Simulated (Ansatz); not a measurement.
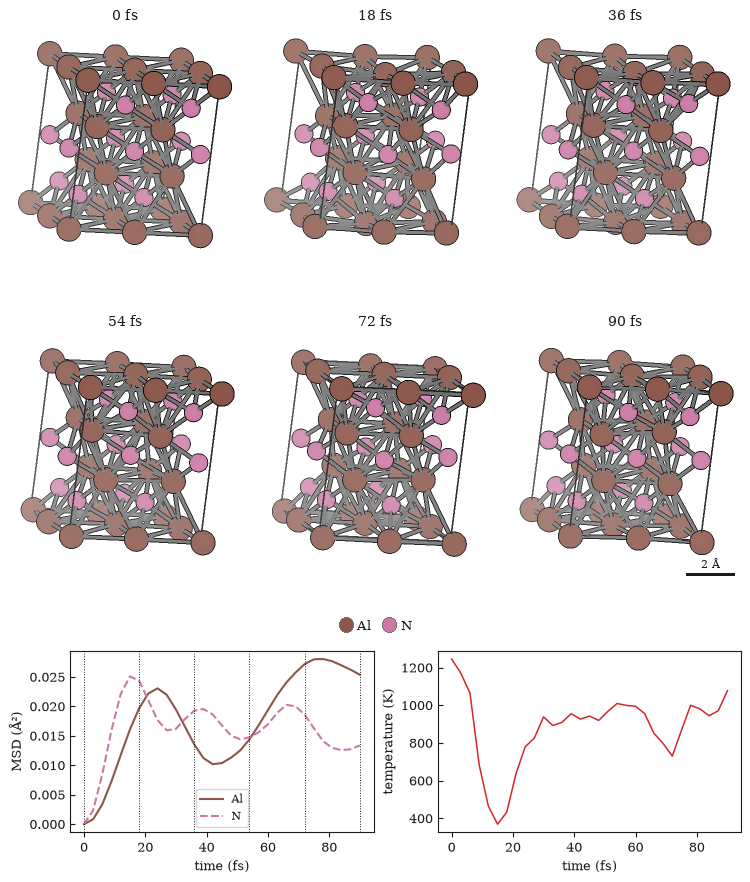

Molecular dynamics of a 24-atom cell of AlN (built on the rocksalt type), 90 fs long. Frames and the history of the run. The picture is a ball-and-stick view of the reduced simulation cell, seen slightly off an axis. Bonds to atoms that aren't drawn are left out. Lengths and directions refer to the drawn axes.

Computed with DFT, PBEsol, plane waves, PAW in Ansatz 0.2.0. Settings: plane-wave cutoff 420 eV; k-point mesh 4 × 4 × 2; Fermi-Dirac smearing 0.112 eV; Langevin thermostat (NVT); set temperature 1300 K; time step 3 fs.

Input
```yaml
crystal:
  lattice:
    - [0.0, 4.0377368908, 4.0377368908]
    - [4.0377368908, 0.0, 4.0377368908]
    - [6.0566053362, 6.0566053362, 0.0]
  atoms:
    - { symbol: Al, position: [0.0, 0.0, 0.0] }
    - { symbol: "N", position: [0.25, 0.25, 0.1666666667] }
    - { symbol: Al, position: [0.0, 0.0, 0.3333333333] }
    - { symbol: "N", position: [0.25, 0.25, 0.5] }
    - { symbol: Al, position: [0.0, 0.0, 0.6666666667] }
    - { symbol: "N", position: [0.25, 0.25, 0.8333333333] }
    - { symbol: Al, position: [0.0, 0.5, 0.0] }
    - { symbol: "N", position: [0.25, 0.75, 0.1666666667] }
    - { symbol: Al, position: [0.0, 0.5, 0.3333333333] }
    - { symbol: "N", position: [0.25, 0.75, 0.5] }
    - { symbol: Al, position: [0.0, 0.5, 0.6666666667] }
    - { symbol: "N", position: [0.25, 0.75, 0.8333333333] }
    - { symbol: Al, position: [0.5, 0.0, 0.0] }
    - { symbol: "N", position: [0.75, 0.25, 0.1666666667] }
    - { symbol: Al, position: [0.5, 0.0, 0.3333333333] }
    - { symbol: "N", position: [0.75, 0.25, 0.5] }
    - { symbol: Al, position: [0.5, 0.0, 0.6666666667] }
    - { symbol: "N", position: [0.75, 0.25, 0.8333333333] }
    - { symbol: Al, position: [0.5, 0.5, 0.0] }
    - { symbol: "N", position: [0.75, 0.75, 0.1666666667] }
    - { symbol: Al, position: [0.5, 0.5, 0.3333333333] }
    - { symbol: "N", position: [0.75, 0.75, 0.5] }
    - { symbol: Al, position: [0.5, 0.5, 0.6666666667] }
    - { symbol: "N", position: [0.75, 0.75, 0.8333333333] }
kpoints:
  mp_grid: { grid: [4, 4, 2] }
hamiltonian:
  xc: pbesol
scf:
  occupations: { method: fermi_dirac, width: 0.112 }
md:
  ensemble: nvt_langevin
  temperature: 1300
  timestep: 3.0
  n_steps: 30
  initial_velocities: maxwell_boltzmann
  seed: 2945
```

Launched with:
```bash
ansatz run input.yaml --threads 4 --pin off --max-ram 3686MiB --backend cpu --events-out ev --progress --plain --runs-dir out
```

What happens in this trajectory?

Answer. Over the second half the temperature averages 938 K (spread ±85 K). The potential energy in the second half lies on average 117 meV per atom above the first frame. Root-mean-square distances from the starting positions over the second half, with the common drift of all atoms taken out: Al 0.15 Å, N 0.13 Å. The run lasts only 90 fs, too short to tell vibration from diffusion.

The run took 4.3 min on 4 threads of Arm Neoverse N1, with other jobs on the host, peak memory 0.8 GiB.
